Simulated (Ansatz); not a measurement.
Input file:

```
crystal:
  lattice:
    - [2.938, 0.0, 0.0]
    - [-1.469, 2.5443826363, 0.0]
    - [0.0, 0.0, 2.883]
  atoms:
    - { symbol: Ta, position: [0.0, 0.0, 0.5] }
    - { symbol: "N", position: [0.6666666667, 0.3333333333, 0.0] }
hamiltonian:
  xc: { exchange: pbe, correlation: pbe, exx: { coeff: 0.2, omega: 0.2 } }
  pseudopotentials: { kind: paw }
kpoints:
  mp_grid: { grid: [5, 5, 5] }
scf:
  occupations: { method: fermi_dirac, width: 0.05 }
output:
  forces: true
  stress: true
  eigenvalues: true
  write_density: true
  write_potential: true
  elf: true
  volumetric_format: npy
```

Launched as:

```sh
ansatz run input.yaml --threads 2 --pin off --max-ram 5632MiB --backend cpu --events-out ev --progress --plain --runs-dir out
```

Below, planes, directions and counts refer to the conventional cell (a = 2.94 Å, b = 2.94 Å, c = 2.88 Å, α = 90.00°, β = 90.00°, γ = 120.00°).

Space group P-6m2; computed pressure about −2 GPa in this cell.

Theory: Kohn-Sham DFT of a periodic cell, HSE06 form with a typed share of exact exchange, Ansatz PAW (Ansatz 0.2.0).

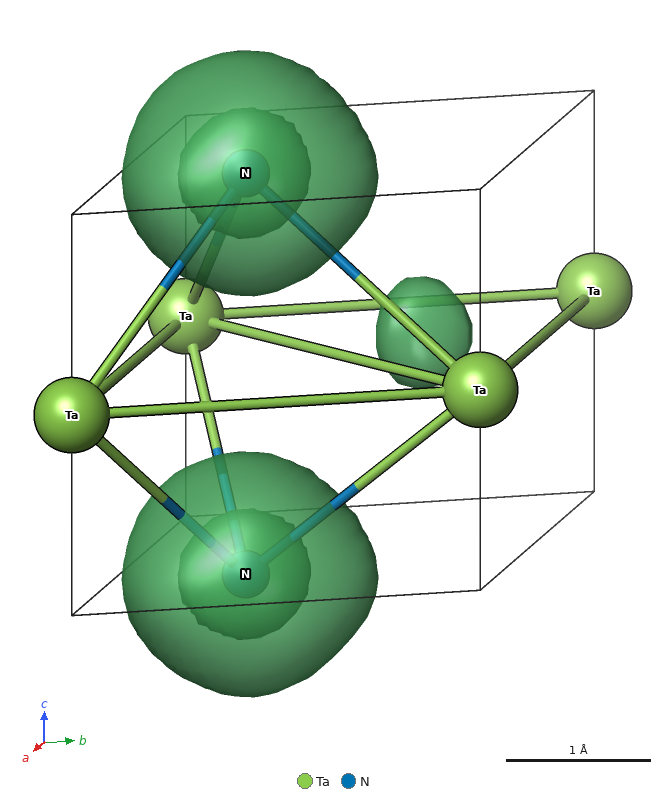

TaN. Isosurface of the ELF at 0.7 (green), seen slightly off an axis. Only the valence region is drawn (cores and ρ < 0.01 e/Å³ removed). Sticks mark near contacts.

Core electrons are frozen (PAW), and the valence fields are smoothed inside the atomic spheres.

Question: Identify the bonds, lone pairs and shells in this picture.

Answer: At this value the surface marks out one region wrapped around N (its valence shell) and one pocket between the atoms, centred on no nucleus (multi-centre or interstitial), counted in one cell of 2 atoms. Any copies at cell faces, edges or corners count once. Along the contacts the grid gives the following. Ta–N (2.23 Å): the ELF peaks at about 0.80 in the valence shell of N, 0.7 Å from its nucleus, and is about 0.20 at the midpoint: no localised pair shows between them. Ta–Ta (2.88 Å): the ELF is about 0.25 at the midpoint: no localised pair shows between them.

Question: Does the calculation give a band gap?

Answer: It is metallic or semimetallic at this level of theory: no gap opens; semilocal functionals without U, or without the true magnetic order, often close the gap of such compounds.
